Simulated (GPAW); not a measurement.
**BN (P6_3/mmc): refractive index against wavelength**

The refractive index of BN (P6_3/mmc) along x below the direct gap (4.66 eV on the mesh) is read from one computed spectrum, n = √(Re ε). x, y and z are the Cartesian axes of the input cell.

Cell: a, b, c = 2.498, 2.498, 6.636 Å (primitive vectors), 4 atoms.

Method: GPAW 26.7.0, PBE, RPA, k-mesh 14×14×5, local fields up to 60 eV, Lorentzian half width 0.2 eV.

Launch of the response step: `OMP_NUM_THREADS=1 python df.py`. The run took 51 s, its band step included, on 1 thread of Arm Neoverse V2, on a shared host.

| wavelength (nm) | photon energy E (eV) | n |
| --- | --- | --- |
| 1064 | 1.165 | 2.1724 |
| 850 | 1.459 | 2.1861 |
| 700 | 1.771 | ? |
| 633 | 1.959 | 2.2188 |
| 532 | 2.331 | 2.2524 |
| 450 | 2.755 | 2.3038 |
| 405 | 3.061 | 2.3526 |

In the single-oscillator model n² − 1 = E₀E_d/(E₀² − E²), so 1/(n² − 1) = E₀/E_d − E²/(E₀E_d) is linear in E².

Working, on the rows shown:

| x = E² (eV²) | y = 1/(n² − 1) |
| --- | --- |
| 1.35784 | 0.268866 |
| 2.12762 | 0.264618 |
| 3.83641 | 0.254902 |
| 5.43137 | 0.245501 |
| 7.59115 | 0.232154 |
| 9.37179 | 0.22052 |

Means: x̄ = 4.9527, ȳ = 0.24776. Σ(x − x̄)(y − ȳ) = -0.2941, Σ(x − x̄)² = 48.87. Slope = -0.2941 / 48.87 = -0.006018; intercept = ȳ − slope · x̄ = 0.27757. Turned back into n, the line misses the rows shown by at most 0.0028.

What does the fit predict for the withheld row, and how well does it do?

At x = 3.1372 the line gives y = 0.25869, that is 2.2058. The run gave 2.2050, so the interpolation is off by 0.00083, 0.5 % of the range in the table.

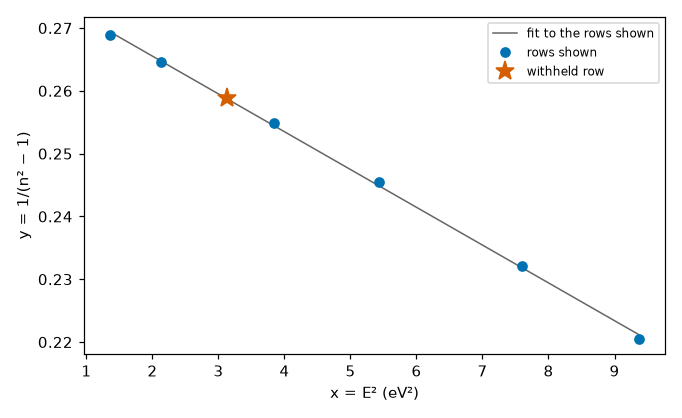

Refitted with all rows, the slope is -0.006026 and the intercept 0.27764. These give E₀ = √(intercept/−slope) = 6.79 eV and E_d = E₀/intercept = 24.4 eV; E₀ is 1.5 times the direct gap. The electronic limit at long wavelengths, without lattice vibrations, is n = √(1 + 1/intercept) = 2.145. The cell comes from an older database entry, whose edges can be off by a per cent or so. Excitons are left out; PBE gaps are as a rule too small. The values come from a sum over the points of one k-mesh and carry its error, which grows as the direct gap shrinks.
